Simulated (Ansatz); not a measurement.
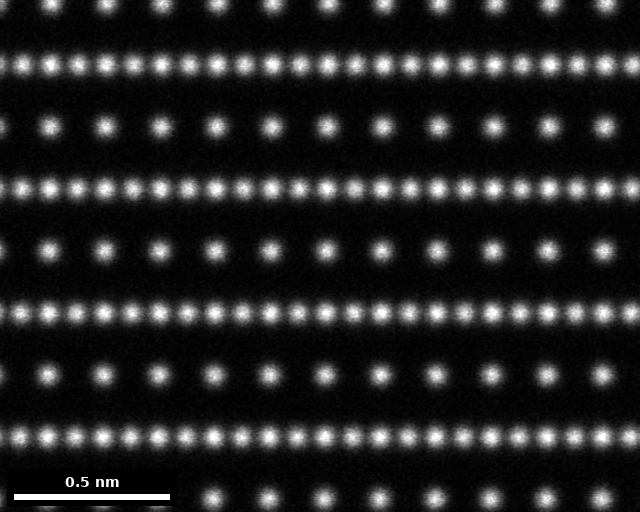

Dark-field STEM-like image of Cu₃O (Pm-3m, No. 221). Simulated incoherent Z contrast: every atom adds Z^1.6 spread by a probe of 0.50 Å full width; channelling and multiple scattering are left out. The probe carries 15 % of its weight in a tail 2.5 times as wide. Shot noise and a slight drift were added. Structure: the geometry relaxed with DFT PBE, scalar-relativistic, plane waves, PAW (Ansatz 0.2.0); the starting structure was generated, so it need not be a known form of this composition.

```xyz
4
Lattice="3.9813 0.0000 0.0000 0.0000 3.9813 0.0000 0.0000 0.0000 3.9813" Properties=species:S:1:pos:R:3 pbc="T T T"
Cu    1.9907    0.0000    0.0000
Cu    0.0000    1.9907    0.0000
Cu    0.0000    0.0000    1.9907
O     0.0000    0.0000    0.0000
```

Question: Which beam direction gives this image, [221], [110], [210] or [111]? (Directions equivalent by symmetry count as one.)

Answer: [210]. The projected cells are 1.88 × 2.97 Å, 108° for [221]; 2.82 × 3.98 Å, 90° for [110]; 1.78 × 3.98 Å, 90° for [210]; 3.25 × 3.25 Å, 120° for [111], and the image repeats as the [210] one does.
